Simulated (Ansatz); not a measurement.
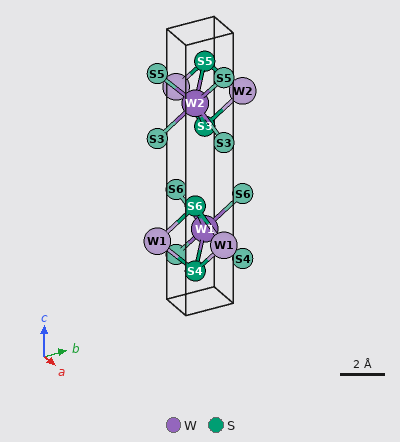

**Figure 1.** The input geometry (ball-and-stick view of the cell of the calculation, seen slightly off an axis; neighbours outside the cell are drawn fainter; atoms are numbered from 1 in the order of the input).

**Run report: WS2, single-point calculation**

- system: WS2 (P6₃/mmc, 6 atoms in the cell)
- method: DFT PBE, scalar-relativistic, plane waves, PAW, no spin polarisation (Ansatz 0.2.0)

The structure derives from a Materials Project entry. Figures and captions count atoms from 1; the log counts them from 0 in places.

## The input
```yaml
crystal:
  lattice:
    - [3.18422289, 0.0, 0.0]
    - [-1.59211145, 2.75761792, 0.0]
    - [0.0, 0.0, 12.97828236]
  atoms:
    - { symbol: W, position: [0.33333333, 0.66666667, 0.25] }
    - { symbol: W, position: [0.66666667, 0.33333333, 0.75] }
    - { symbol: S, position: [0.33333333, 0.66666667, 0.62980494] }
    - { symbol: S, position: [0.66666667, 0.33333333, 0.12980494] }
    - { symbol: S, position: [0.33333333, 0.66666667, 0.87019506] }
    - { symbol: S, position: [0.66666667, 0.33333333, 0.37019506] }
basis:
  ecutwfc: 420
kpoints:
  mp_grid: { grid: [6, 6, 2] }
hamiltonian:
  xc: pbe
scf:
  occupations: { method: gaussian, width: 0.1 }
output:
  forces: true
  stress: true
  eigenvalues: true
```

Hardware: 4 threads of AMD EPYC (Zen 3), 189 GiB of memory available, shared host.

Launch command:
```bash
ansatz run input.yaml --threads 4 --pin off --max-ram 8192MiB --backend cpu --events-out ev --progress --plain --runs-dir out
```

## Output
```
Engine: ansatz 0.2.0, x86_64-unknown-linux-gnu
Pseudopotentials: kind: paw
Pseudopotential: W, paw, valence charge 14, recommended cutoff 420 eV (normal), W.paw.azcp
Pseudopotential: S, paw, valence charge 6, recommended cutoff 420 eV (normal), S.paw.azcp
Functional definition: PBE
  parameter kappa = 0.804
  parameter beta = 0.06672455060314922
  exchange = pbe_x(kappa = kappa, mu = beta*pi^2/3)
  correlation = pbe_c(beta = beta)
Crystal: 6 atoms, lattice volume = 113.961 Å³
Basis set: ecut = 420 eV, 2263 PW (Γ), exchange–correlation on 48×48×180 points (8 copies of the dense FFT grid, shifted against one another)
Bands: 32, of which v1, the nominal top of the filled ones, is band 26 counted from 1 (25 counted from 0)
Symmetry: 24 space group operations
Space group: P63/mmc (ITA 194), of the structure as read, at distance tolerance 4.8e-5 Å
k-points: 14 of 72
Non-local potential: W, projectors of the file, l = 0: 3, l = 1: 2, l = 2: 2, l = 3: 1
Non-local potential: S, projectors of the file, l = 0: 2, l = 1: 2, l = 2: 2
PAW form: soft (Blöchl's): semilocal exchange-correlation on the pseudo side does not see the compensation charge
PAW one-centre angular grid: W, 590 points (default); XC on 64 Gauss nodes
PAW one-centre angular grid: S, 110 points (default); XC on 64 Gauss nodes
Initial density: superposition of atomic densities (neutral atoms: chi_scale 0, normalization atom), corrected by the library's trained network
Initial wavefunctions: pseudopotential atomic-orbital guess
Functional: x = pbe(κ = 0.804, μ = 0.2195149727645171), c = pbe(β = 0.06672455060314922)
SCF iter   1: F=—  HF=-24382.831708 eV  |F-HF|=—  |Δ(HF+E_count)|=         —  Δρ=5.29e-3  dr2=2.99e-2  ethr=1.77e-3  ⟨swp⟩=5.9  Hψ=2015  notcnv=0
preconditioner: auto → Resta (q_TF=auto, 2.394 Å⁻¹)  ε∞=7.3  [insulator: Δε(μ)=1.214 eV  Ē_g=8.345 eV  σ=0.100 eV  W_gap=1.00  n_scr=26 (ndim 8)  ℏωp=20.9 eV  f_vac=0.046  D(μ)=0.00/eV (n_scr^D=0)  ε∞_Penn≈7.3]
SCF iter   2: F=—  HF=-24382.834308 eV  |F-HF|=—  |Δ(HF+E_count)|=   2.60e-3  Δρ=2.71e-3  dr2=2.61e-3  ethr=5.76e-5  ⟨swp⟩=2.1  Hψ=699  notcnv=0
SCF iter   3: F=—  HF=-24382.837867 eV  |F-HF|=—  |Δ(HF+E_count)|=   3.56e-3  Δρ=1.30e-3  dr2=6.82e-4  ethr=5.01e-6  ⟨swp⟩=2.3  Hψ=627  notcnv=0
SCF iter   4: F=—  HF=-24382.839157 eV  |F-HF|=—  |Δ(HF+E_count)|=   1.29e-3  Δρ=9.31e-5  dr2=8.35e-6  ethr=1.31e-6  ⟨swp⟩=2.0  Hψ=656  notcnv=0
SCF iter   5: F=—  HF=-24382.839099 eV  |F-HF|=—  |Δ(HF+E_count)|=   5.79e-5  Δρ=2.02e-5  dr2=1.43e-6  ethr=1.61e-8  ⟨swp⟩=2.1  Hψ=741  notcnv=0
SCF iter   6: F=—  HF=-24382.839100 eV  |F-HF|=—  |Δ(HF+E_count)|=   7.34e-7  Δρ=7.83e-6  dr2=1.56e-7  ethr=2.75e-9  ⟨swp⟩=2.0  Hψ=619  notcnv=0
SCF iter   7: F=-24382.839100 eV  HF=-24382.839100 eV  |F-HF|=5.14e-9  |Δ(HF+E_count)|=   1.96e-7  Δρ=2.19e-6  dr2=6.22e-9  ethr=1.92e-10  ⟨swp⟩=9.7  Hψ=2009  notcnv=0
SCF 1 converged in 7 iterations: F = -24382.839100 eV  dr2 = 6.22e-9
  greatest PAW one-centre occupation: 1.000 electrons in one spin orbital (limit 2), on the W atom at site 1 (counted from 0), in its partial waves of l = 0
```

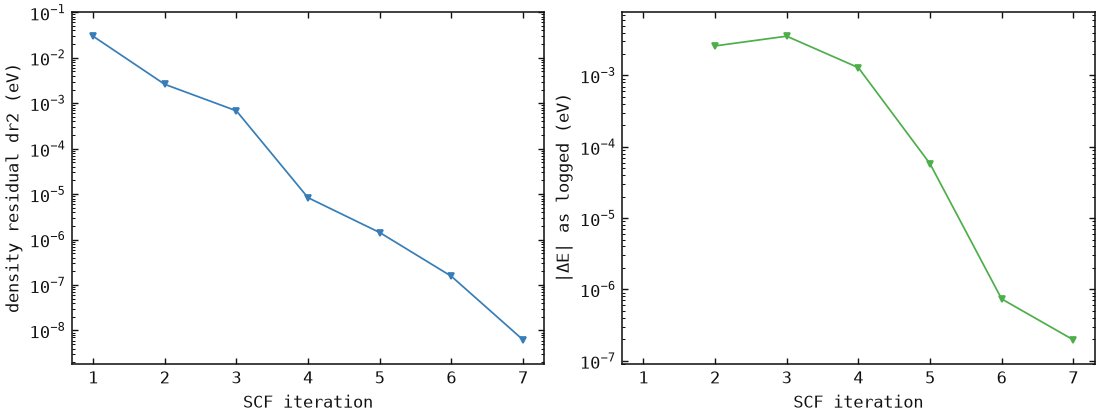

**Figure 2.** Convergence of the self-consistent field: density residual dr2 and size of the energy change against the SCF iteration. The residual falls at every step.

```
SCF converged after 7 iterations
Free energy (F): -24382.839100 eV
Harris-Foulkes:  -24382.839100 eV  (|F-HF|=5.14e-9)
Internal energy: -24382.839100 eV  (E = F + TS)
E sigma→0 (E₀):  -24382.839100 eV
Fermi energy:    11.113753 eV
--- Per-component energies (eV) ---
  E_band       = -429.294215
  E_kinetic    = 1332.127208
  E_local      = -3987.687031  (includes V_loc(G=0)·N_el)
  E_nonlocal   = 114.654170
  E_hartree    = 1605.791129
  E_xc         = -924.125331
  E_vxc        = -829.798695  (∫ρ·V_xc dr)
  E_paw        = -19526.244157  (= ΣΔE_a)
  E_vpaw       = -270.170776  (= ΣTr[D̂ρ^β])
  E_aug_tail   = -0.000118  (compensation charges beyond the density's cutoff)
  E_ewald      = -2997.354970
  E_smearing   = -0.000000  (= −TS)
  E_closure    = -0.000000  (closes the sum)
  Σ components = -24382.839100   (vs F -24382.839100, Δ=0.00e0)
--- Forces (eV/Å), atoms counted from 1 ---
  atom   1  W     -0.00000000     0.00000000     0.00000000
  atom   2  W      0.00000000    -0.00000000     0.00000000
  atom   3  S     -0.00000000     0.00000000    -0.20717781
  atom   4  S      0.00000000    -0.00000000    -0.20717781
  atom   5  S     -0.00000000     0.00000000     0.20717781
  atom   6  S      0.00000000    -0.00000000     0.20717781
  max |Σ_I F_I| component: 2.78e-17 eV/Å
--- Stress (GPa, compression-positive) ---
        1.217320       0.000000       0.000000
       -0.000000       1.217320       0.000000
        0.000000       0.000000       2.884496
  P = ⅓ Tr σ = 1.7730 GPa (17.730 kbar)
--- Band table (eV; the first three rows and the last of 14) ---
  k-point 0: bands = ["-63.9590", "-63.9590", "-28.2421", "-28.2421", "-28.0894", "-28.0894", "-28.0894", "-28.0894", "-4.8629", "-4.7526", "-3.2494", "-3.0298", "3.3010", "3.9443", "7.0731", "7.0731", "7.0793", "7.0793", "7.1673", "8.3077", "8.3077", "8.3310", "8.3310", "8.7842", "9.5934", "10.5085", "12.8626", "12.8626", "12.8674", "12.8674", "13.0001", "13.0001"]
  k-point 1: bands = ["-63.9590", "-63.9590", "-28.2421", "-28.2421", "-28.0894", "-28.0894", "-28.0894", "-28.0894", "-4.8107", "-4.8107", "-3.1377", "-3.1377", "3.5926", "3.5926", "7.0762", "7.0762", "7.0762", "7.0762", "7.8459", "7.8459", "8.3193", "8.3193", "8.3193", "8.3193", "10.2137", "10.2137", "12.8626", "12.8626", "12.8626", "12.8626", "13.0467", "13.0467"]
  k-point 2: bands = ["-63.9548", "-63.9548", "-28.2267", "-28.2267", "-28.1742", "-28.1742", "-28.1092", "-28.1091", "-4.4226", "-4.3135", "-3.0787", "-2.8864", "3.8073", "4.4384", "6.0855", "6.1162", "6.4603", "7.0545", "7.4893", "7.5067", "7.7076", "7.7380", "8.3318", "9.0112", "9.4757", "9.8067", "12.1902", "12.6588", "12.7182", "12.7750", "12.7779", "12.9558"]
  k-point 13: bands = ["-63.9402", "-63.9402", "-28.3383", "-28.3383", "-28.3044", "-28.3044", "-28.1725", "-28.1725", "-2.3816", "-2.3816", "-2.2544", "-2.2544", "4.1973", "4.1973", "4.6079", "4.6079", "5.4839", "5.4839", "6.0092", "6.0092", "6.7978", "6.7978", "7.6146", "7.6146", "9.9669", "9.9669", "11.7669", "11.7669", "13.3194", "13.3194", "14.0194", "14.0194"]
```

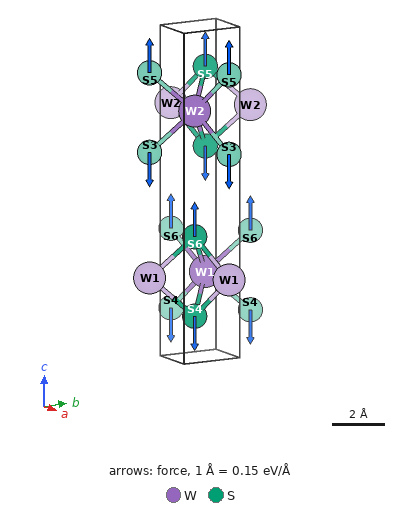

**Figure 3.** Forces on the atoms as blue arrows (ball-and-stick view of the cell of the calculation, seen slightly off an axis; neighbours outside the cell are drawn fainter; atoms are numbered from 1 in the order of the input). The largest act on all 4 S atoms (0.21 eV/Å). The geometry is not a stationary point of this energy.

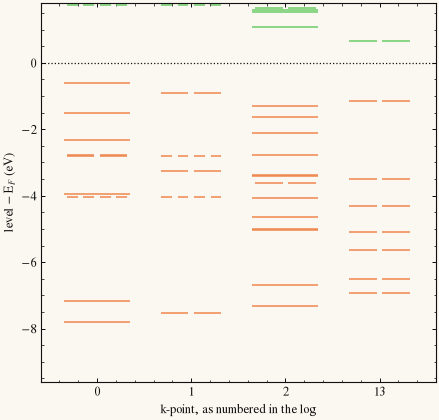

**Figure 4.** Kohn–Sham levels near the Fermi level (dotted) at the few k-points that the log prints; levels within 0.02 eV of each other stand side by side. Among these points the highest filled and lowest empty levels are 1.26 eV apart; the gap on the full mesh, 1.23 eV, has an edge at a point that isn't printed.

## Results in brief

```json
{"quantity": "outcome", "value": "converged"}
{"quantity": "space group (tolerance 0.01 Å)", "value": "P6₃/mmc (194)"}
{"quantity": "electrons treated", "value": "52"}
{"quantity": "free energy", "value": "−24382.8391 eV"}
{"quantity": "Fermi energy", "value": "11.114 eV"}
{"quantity": "gap on the k-point mesh", "value": "1.23 eV"}
{"quantity": "pressure", "value": "1.77 GPa"}
{"quantity": "largest force (length of the vector)", "value": "0.207 eV/Å"}
{"quantity": "wall time", "value": "5.9 s (CPU time 6.9 s)"}
{"quantity": "peak memory", "value": "0.45 GiB"}
```

Spin–orbit coupling is left out, which matters for W.
